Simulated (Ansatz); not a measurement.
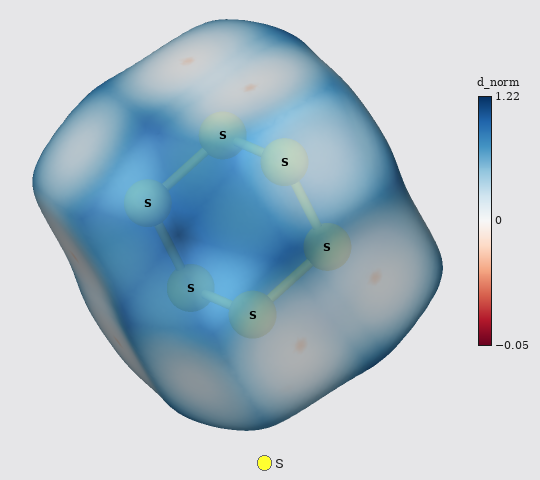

Hirshfeld surface computed for the S6 molecule in S in space group R-3, coloured by d_norm.

The surface is where the fragment's share of the procrystal density (the sum of the densities of spherically averaged neutral Hartree-Fock atoms) equals one half. d_i and d_e are the distances from the surface to the nearest nucleus inside and outside; d_norm adds both, each measured against its van der Waals radius (Alvarez: S 1.89 Å), so red marks contacts shorter than the sum of radii, white equal and blue longer.

The cell is taken from coordinates from a relaxation with DFT PBE, scalar-relativistic, plane waves, PAW in Ansatz.

```xyz
18
Lattice="11.0090 0.0000 0.0000 -5.5045 9.5341 0.0000 0.0000 0.0000 5.6914" Properties=species:S:1:pos:R:3 pbc="T T T"
S     6.7694    4.5682    4.2955
S    -1.8363    6.7564    0.5013
S     6.0760    7.7436    2.3984
S     4.2397    8.1439    3.2930
S     1.8363    5.9558    1.3959
S     4.9330    4.9685    5.1902
S     1.2649    7.7462    0.5013
S     9.1727    0.4003    2.3984
S     6.0760    1.3876    4.2955
S     4.2397    1.7879    5.1902
S    -3.6682    9.1338    3.2930
S    -0.5715    8.1465    1.3959
S     1.2649    1.3902    2.3984
S     3.6682    3.5783    4.2955
S     0.5715    4.5656    0.5013
S    -1.2649    4.9659    1.3959
S     7.3409    2.7777    5.1902
S    -0.5715    1.7905    3.2930
```

### Which contact with the surroundings is the closest relative to the atoms' sizes?

S···S at 3.76 Å, 100 % of the sum of the van der Waals radii.

### How is the surface shared among contacts (both directions of a pair summed)?

S···S 100 %.

### Give the size and shape of the surface.

It encloses about 192 Å³, has an area of about 173 Å² and a globularity of 0.93 (1 for a sphere).
